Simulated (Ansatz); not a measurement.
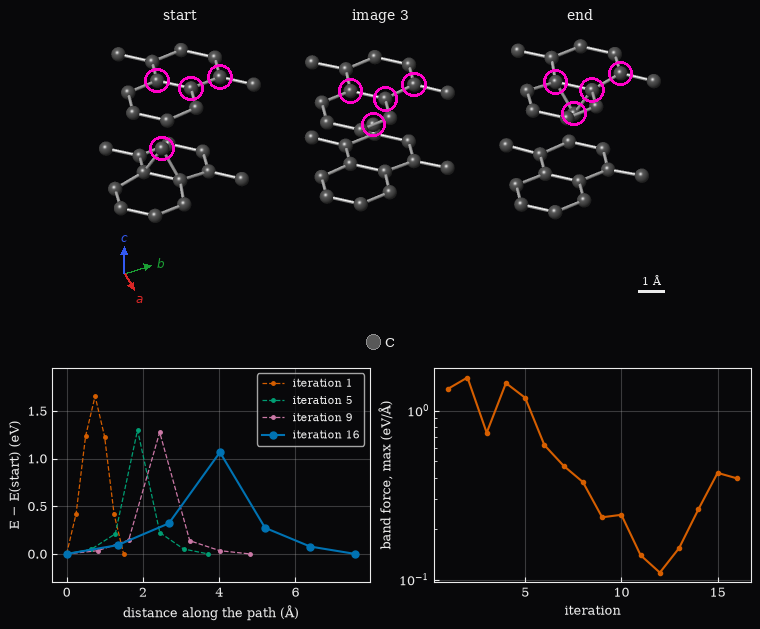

NEB run on a defect cell of composition C (33 atoms in the cell). Images are numbered from 0 (start) to 6 (end). The plot follows the band through its iterations. The picture is a ball-and-stick view of the atoms within 3.8 Å of the middle of the path, seen from a free direction. The atoms that move most are ringed. Bonds to atoms that aren't drawn are left out.

The calculation used DFT PBE+D3(BJ), scalar-relativistic, plane waves, PAW (Ansatz 0.2.0). Run with plane-wave cutoff 420 eV; k-point mesh 4 × 4 × 4; Gaussian smearing 0.1 eV; 5 movable images; climbing image.

Question: How did the profile develop, and is the result final?

Answer: The result isn't final. The run hit its time limit after 16 iterations, unconverged. The largest component of the band force went from 1.3 to 0.4 eV/Å. The barrier read from it is provisional: over the last two iterations the highest image moved from 1.22 eV to 1.07 eV. The first iteration put the highest image at 1.66 eV. The two ends have the same energy, and the highest point, image 3, lies 1.07 eV above the start.

Limits of the set-up: the periodic images lie only 6.5 Å apart, so the values are limited by the cell's size.

Cost: 64 min on 4 threads of Arm Neoverse V1, with other jobs on the host, peak memory 3.8 GiB.
